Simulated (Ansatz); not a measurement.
## Single-point calculation of W15S28 (charge +2) (part 1 of 2)

W15S28 (defect cell, 43 atoms in the cell, total charge +2), computed with DFT, PBE, dispersion d3bj, plane waves, norm-conserving potentials, no spin polarisation (Ansatz 0.2.0).

The structure derives from a Materials Project entry. Figures and captions count atoms from 1; the log counts them from 0 in places.

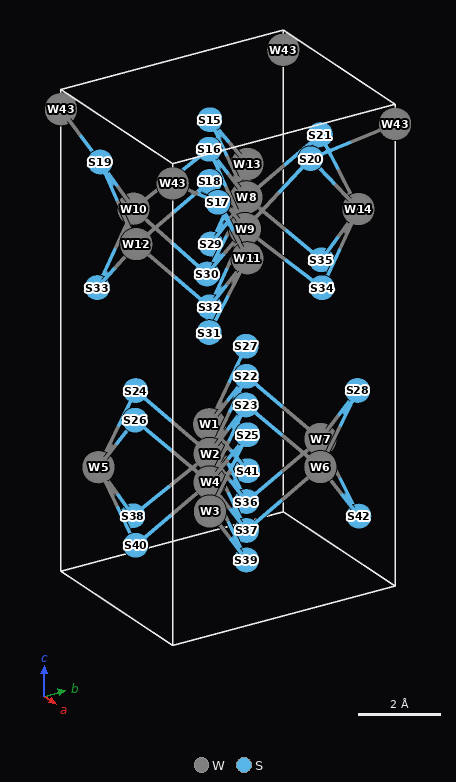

Fig. 1: The structure (ball-and-stick view of the cell of the calculation, seen slightly off an axis; atoms are numbered from 1 in the order of the input).

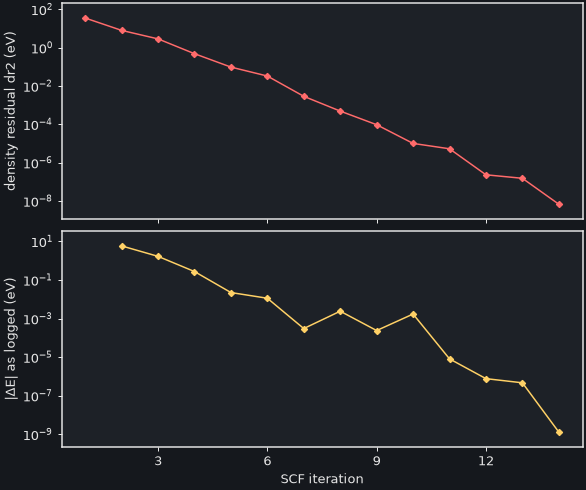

Fig. 2: Convergence of the self-consistent field: density residual dr2 and size of the energy change against the SCF iteration. The residual falls at every step.

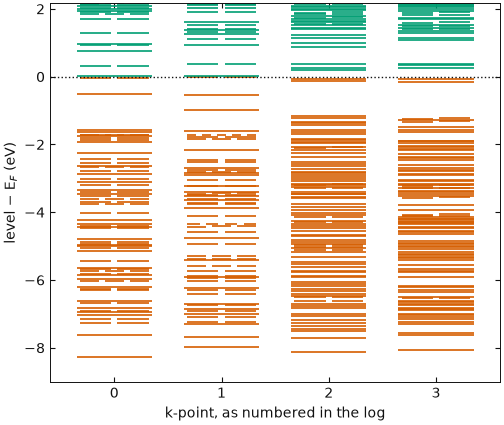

Fig. 3: Kohn–Sham levels near the Fermi level (dotted) at the few k-points that the log prints; levels within 0.02 eV of each other stand side by side. Among these points the highest filled and lowest empty levels are 0.03 eV apart, which is the gap on the mesh.

The input and output of the run follow.

Input:
```yaml
crystal:
  lattice:
    - [7.8852229175, -2.7315213444, 0.0]
    - [-6.308178334, -5.4630426888, 0.0]
    - [0.0, 0.0, -12.1448340132]
  atoms:
    - { symbol: W, position: [0.0957842459, 0.618636172, 0.2435200766] }
    - { symbol: W, position: [0.381363828, 0.4771480739, 0.2435200766] }
    - { symbol: W, position: [0.9517484421, 0.1915530808, 0.2469815983] }
    - { symbol: W, position: [0.6666666667, 0.3333333333, 0.2460311753] }
    - { symbol: W, position: [0.2398046387, 0.0482515579, 0.2469815983] }
    - { symbol: W, position: [0.8084469192, 0.7601953613, 0.2469815983] }
    - { symbol: W, position: [0.5228519261, 0.9042157541, 0.2435200766] }
    - { symbol: W, position: [0.3333333333, 0.6666666667, 0.7453065571] }
    - { symbol: W, position: [0.6152965637, 0.5183046692, 0.741242881] }
    - { symbol: W, position: [0.1855324705, 0.2332730245, 0.752439836] }
    - { symbol: W, position: [0.9030081055, 0.3847034363, 0.741242881] }
    - { symbol: W, position: [0.4816953308, 0.0969918945, 0.741242881] }
    - { symbol: W, position: [0.047740554, 0.8144675295, 0.752439836] }
    - { symbol: W, position: [0.7667269755, 0.952259446, 0.752439836] }
    - { symbol: S, position: [0.0966964875, 0.6210947492, 0.8757543959] }
    - { symbol: S, position: [0.3789052508, 0.4756017383, 0.8757543959] }
    - { symbol: S, position: [0.9576176921, 0.2246657158, 0.8854766955] }
    - { symbol: S, position: [0.6666666667, 0.3333333333, 0.8707336727] }
    - { symbol: S, position: [0.2670480237, 0.0423823079, 0.8854766955] }
    - { symbol: S, position: [0.7753342842, 0.7329519763, 0.8854766955] }
    - { symbol: S, position: [0.5243982617, 0.9033035125, 0.8757543959] }
    - { symbol: S, position: [0.3333333333, 0.6666666667, 0.3737953334] }
    - { symbol: S, position: [0.616161658, 0.522553795, 0.3756490463] }
    - { symbol: S, position: [0.1915459331, 0.2399630643, 0.374959979] }
    - { symbol: S, position: [0.9063921369, 0.383838342, 0.3756490463] }
    - { symbol: S, position: [0.477446205, 0.0936078631, 0.3756490463] }
    - { symbol: S, position: [0.0484171312, 0.8084540669, 0.374959979] }
    - { symbol: S, position: [0.7600369357, 0.9515828688, 0.374959979] }
    - { symbol: S, position: [0.0952180684, 0.6262384232, 0.6167091778] }
    - { symbol: S, position: [0.3737615768, 0.4689796452, 0.6167091778] }
    - { symbol: S, position: [0.9536584652, 0.1876583493, 0.6191955704] }
    - { symbol: S, position: [0.6666666667, 0.3333333333, 0.6105207783] }
    - { symbol: S, position: [0.2339998841, 0.0463415348, 0.6191955704] }
    - { symbol: S, position: [0.8123416507, 0.7660001159, 0.6191955704] }
    - { symbol: S, position: [0.5310203548, 0.9047819316, 0.6167091778] }
    - { symbol: S, position: [0.3333333333, 0.6666666667, 0.113831926] }
    - { symbol: S, position: [0.6197689773, 0.5231500165, 0.1155808417] }
    - { symbol: S, position: [0.1841297138, 0.2308239369, 0.1152944422] }
    - { symbol: S, position: [0.9033810392, 0.3802310227, 0.1155808417] }
    - { symbol: S, position: [0.4768499835, 0.0966189608, 0.1155808417] }
    - { symbol: S, position: [0.0466942231, 0.8158702862, 0.1152944422] }
    - { symbol: S, position: [0.7691760631, 0.9533057769, 0.1152944422] }
    - { symbol: W, position: [0.0, 0.0, 0.9590592421] }
  host:
    lattice:
      - [3.154089167, 0.0, 0.0]
      - [-1.5770445835, 2.7315213444, 0.0]
      - [0.0, 0.0, 12.1448340132]
    atoms:
      - { symbol: W, position: [0.3333333333, 0.6666666667, 0.75] }
      - { symbol: W, position: [0.6666666667, 0.3333333333, 0.25] }
      - { symbol: S, position: [0.3333333333, 0.6666666667, 0.1203422033] }
      - { symbol: S, position: [0.6666666667, 0.3333333333, 0.6203422033] }
      - { symbol: S, position: [0.3333333333, 0.6666666667, 0.3796577967] }
      - { symbol: S, position: [0.6666666667, 0.3333333333, 0.8796577967] }
total_charge: 2
basis:
  xc_grid: 2
kpoints:
  mp_grid: { grid: [2, 2, 2], shift: [0.0, 0.0, 0.0] }
hamiltonian:
  xc: pbe
  dispersion: d3bj
  pseudopotentials: { kind: nc }
scf:
  occupations: { method: gaussian, width: 0.01 }
output:
  forces: true
  eigenvalues: true
```

Run as:
```bash
ansatz run input.yaml --threads 4 --pin off --max-ram 6144MiB --backend cpu --events-out ev --progress --plain --runs-dir out
```

Output:
```
Engine: ansatz 0.2.0, aarch64-unknown-linux-gnu
Pseudopotentials: kind: nc
Pseudopotential: W, nc, valence charge 14, recommended cutoff 1006.821291 eV (normal), W.nc.azcp (PseudoDojo's, or run here from an input of PseudoDojo's: the run reads no file of this project's for it)
Pseudopotential: S, nc, valence charge 6, recommended cutoff 770 eV (normal), S.nc.azcp (PseudoDojo's, or run here from an input of PseudoDojo's: the run reads no file of this project's for it)
Functional definition: PBE
  parameter kappa = 0.804
  parameter beta = 0.06672455060314922
  exchange = pbe_x(kappa = kappa, mu = beta*pi^2/3)
  correlation = pbe_c(beta = beta)
Crystal: 43 atoms, lattice volume = 732.433 Å³
Basis set: ecut = 1006.821291 eV, 53067 PW (Γ), exchange–correlation on 180×180×256 points (8 copies of the dense FFT grid, shifted against one another)
Bands: 231, of which v1, the nominal top of the filled ones, is band 188 counted from 1 (187 counted from 0)
Symmetry: 3 space group operations
Space group: P3 (ITA 143), of the structure as read, at distance tolerance 9.0e-5 Å
k-points: 4 of 8
Non-local potential: W, projectors of the file, l = 0: 2, l = 1: 2, l = 2: 2, l = 3: 2
Non-local potential: S, projectors of the file, l = 0: 2, l = 1: 2, l = 2: 2
Initial density: superposition of atomic densities (chi_scale 0.1, normalization cell, long waves kept (reshape's long-wave potential 0.07 eV rms))
Initial wavefunctions: pseudopotential atomic-orbital guess
Functional: x = pbe(κ = 0.804, μ = 0.2195149727645171), c = pbe(β = 0.06672455060314922)
SCF iter   1: F=—  HF=-39424.892984 eV  |F-HF|=—  |Δ(HF+E_count)|=         —  Δρ=4.29e-2  dr2=3.53e1  ethr=3.10e-3  ⟨swp⟩=7.2  Hψ=4127  notcnv=0  defer=4
preconditioner: auto → Resta (q_TF=auto, 2.441 Å⁻¹)  ε∞=8.0  [insulator: Δε(μ)=0.119 eV  Ē_g=8.292 eV  σ=0.010 eV  W_gap=1.00  n_scr=182 (ndim 8)  ℏωp=22.0 eV  f_vac=0.000  D(μ)=0.00/eV (n_scr^D=0)  ε∞_Penn≈8.0]
SCF iter   2: F=—  HF=-39419.006423 eV  |F-HF|=—  |Δ(HF+E_count)|=    5.89e0  Δρ=2.50e-2  dr2=8.01e0  ethr=3.10e-3  ⟨swp⟩=3.0  Hψ=1365  notcnv=0  defer=150
SCF iter   3: F=—  HF=-39417.320447 eV  |F-HF|=—  |Δ(HF+E_count)|=    1.69e0  Δρ=1.15e-2  dr2=2.88e0  ethr=2.13e-3  ⟨swp⟩=3.0  Hψ=1391  notcnv=0  defer=98
automatic band count: iteration 3 solves 218 bands in place of 231: the levels show a gap, and the empty bands left out lie too high to hold charge; the band table lists the bands solved (type scf.n_extra_bands for more)
SCF iter   4: F=—  HF=-39417.044168 eV  |F-HF|=—  |Δ(HF+E_count)|=   2.76e-1  Δρ=5.36e-3  dr2=4.86e-1  ethr=7.67e-4  ⟨swp⟩=3.2  Hψ=1134  notcnv=0  defer=96
SCF iter   5: F=—  HF=-39417.021640 eV  |F-HF|=—  |Δ(HF+E_count)|=   2.25e-2  Δρ=2.63e-3  dr2=9.73e-2  ethr=1.29e-4  ⟨swp⟩=4.0  Hψ=1163  notcnv=0  defer=93
SCF iter   6: F=—  HF=-39417.033010 eV  |F-HF|=—  |Δ(HF+E_count)|=   1.14e-2  Δρ=1.31e-3  dr2=3.32e-2  ethr=2.59e-5  ⟨swp⟩=3.0  Hψ=1190  notcnv=0  defer=93
SCF iter   7: F=—  HF=-39417.033316 eV  |F-HF|=—  |Δ(HF+E_count)|=   3.06e-4  Δρ=4.88e-4  dr2=2.90e-3  ethr=8.82e-6  ⟨swp⟩=3.0  Hψ=1143  notcnv=0  defer=93
SCF iter   8: F=—  HF=-39417.035748 eV  |F-HF|=—  |Δ(HF+E_count)|=   2.43e-3  Δρ=1.79e-4  dr2=4.92e-4  ethr=7.72e-7  ⟨swp⟩=2.0  Hψ=1318  notcnv=0  defer=93
SCF iter   9: F=—  HF=-39417.035988 eV  |F-HF|=—  |Δ(HF+E_count)|=   2.41e-4  Δρ=7.55e-5  dr2=9.57e-5  ethr=1.31e-7  ⟨swp⟩=2.0  Hψ=1180  notcnv=0  defer=93
SCF iter  10: F=—  HF=-39417.034256 eV  |F-HF|=—  |Δ(HF+E_count)|=   1.73e-3  Δρ=2.91e-5  dr2=1.01e-5  ethr=2.54e-8  ⟨swp⟩=2.0  Hψ=1269  notcnv=0  defer=93
SCF iter  11: F=—  HF=-39417.034264 eV  |F-HF|=—  |Δ(HF+E_count)|=   8.19e-6  Δρ=1.68e-5  dr2=5.31e-6  ethr=2.68e-9  ⟨swp⟩=2.2  Hψ=1285  notcnv=0  defer=93
SCF iter  12: F=—  HF=-39417.034265 eV  |F-HF|=—  |Δ(HF+E_count)|=   7.73e-7  Δρ=5.84e-6  dr2=2.33e-7  ethr=1.41e-9  ⟨swp⟩=2.0  Hψ=1123  notcnv=0  defer=93
SCF iter  13: F=—  HF=-39417.034265 eV  |F-HF|=—  |Δ(HF+E_count)|=   4.71e-7  Δρ=3.04e-6  dr2=1.53e-7  ethr=2.66e-11  ⟨swp⟩=15.5  Hψ=4871  notcnv=0
SCF iter  14: F=-39417.034265 eV  HF=-39417.034265 eV  |F-HF|=5.53e-10  |Δ(HF+E_count)|=   1.31e-9  Δρ=8.24e-7  dr2=6.78e-9  ethr=2.66e-11  ⟨swp⟩=5.2  Hψ=2879  notcnv=0
SCF 1 converged in 14 iterations: F = -39417.034265 eV  dr2 = 6.78e-9
SCF converged after 14 iterations
Free energy (F): -39417.034265 eV
Harris-Foulkes:  -39417.034265 eV  (|F-HF|=5.53e-10)
Internal energy: -39417.034006 eV  (E = F + TS)
E sigma→0 (E₀):  -39417.034136 eV
Entropy (-TS):   -0.000259 eV (-0.006 meV/atom)
Fermi energy:    12.916547 eV
--- Per-component energies (eV) ---
  E_band       = -2551.433172
  E_kinetic    = 11249.612678
  E_local      = -32048.502947  (includes V_loc(G=0)·N_el)
  E_nonlocal   = 6267.975722
  E_hartree    = 9476.280902
  E_xc         = -9158.246817
  E_vxc        = -6973.085746  (∫ρ·V_xc dr)
  E_ewald      = -25184.765413
  E_disp       = -19.388132  (pairwise vdW)
  E_smearing   = -0.000259  (= −TS)
  E_closure    = -0.000000  (closes the sum)
  E_deformation_potential = 37.587705  (in the stress; not in F)
  Σ components = -39417.034265   (vs F -39417.034265, Δ=0.00e0)
--- Forces (eV/Å), atoms counted from 1 ---
  atom   1  W      0.00344102     0.00123027     0.00063591
  atom   2  W     -0.00065507    -0.00359515     0.00063591
  atom   3  W     -0.00296981    -0.00054193    -0.00332910
  atom   4  W     -0.00000000    -0.00000000     0.00182556
  atom   5  W      0.00195423    -0.00230097    -0.00332910
  atom   6  W      0.00101558     0.00284289    -0.00332910
  atom   7  W     -0.00278595     0.00236488     0.00063591
  atom   8  W      0.00000000     0.00000000     0.00024901
  atom   9  W     -0.00412525     0.00756183     0.00229568
  atom  10  W      0.00239153    -0.01050358    -0.00696259
  atom  11  W     -0.00448611    -0.00735349     0.00229568
  atom  12  W      0.00861136    -0.00020834     0.00229568
  atom  13  W      0.00790060     0.00732291    -0.00696259
  atom  14  W     -0.01029213     0.00318067    -0.00696259
  atom  15  S     -0.00830741     0.00389125    -0.00381879
  atom  16  S      0.00752362     0.00524881    -0.00381879
  atom  17  S     -0.00729389     0.00379424    -0.00458645
  atom  18  S     -0.00000000    -0.00000000    -0.00726454
  atom  19  S      0.00036104    -0.00821381    -0.00458645
  atom  20  S      0.00693285     0.00441958    -0.00458645
  atom  21  S      0.00078379    -0.00914005    -0.00381879
  atom  22  S      0.00000000    -0.00000000    -0.00769592
  atom  23  S      0.00154019     0.00108036    -0.00746850
  atom  24  S      0.00128464     0.00011243    -0.00690567
  atom  25  S     -0.00170572     0.00079366    -0.00746850
  atom  26  S      0.00016553    -0.00187403    -0.00746850
  atom  27  S     -0.00073968     0.00105632    -0.00690567
  atom  28  S     -0.00054496    -0.00116874    -0.00690567
  atom  29  S      0.00193740    -0.00185372     0.00643639
  atom  30  S     -0.00257407    -0.00075097     0.00643639
  atom  31  S      0.00111555    -0.00378321     0.00874270
  atom  32  S     -0.00000000    -0.00000000     0.00644388
  atom  33  S      0.00271858     0.00285770     0.00874270
  atom  34  S     -0.00383413     0.00092550     0.00874270
  atom  35  S      0.00063667     0.00260470     0.00643639
  atom  36  S      0.00000000     0.00000000     0.00470597
  atom  37  S      0.00037838     0.00211252     0.00534806
  atom  38  S      0.00248786    -0.00575510     0.00878743
  atom  39  S     -0.00201869    -0.00072857     0.00534806
  atom  40  S      0.00164030    -0.00138395     0.00534806
  atom  41  S      0.00374014     0.00503210     0.00878743
  atom  42  S     -0.00622800     0.00072300     0.00878743
  atom  43  W      0.00000000    -0.00000000     0.00421053
  max |Σ_I F_I| component: 3.21e-7 eV/Å
--- Band table (eV) ---
```
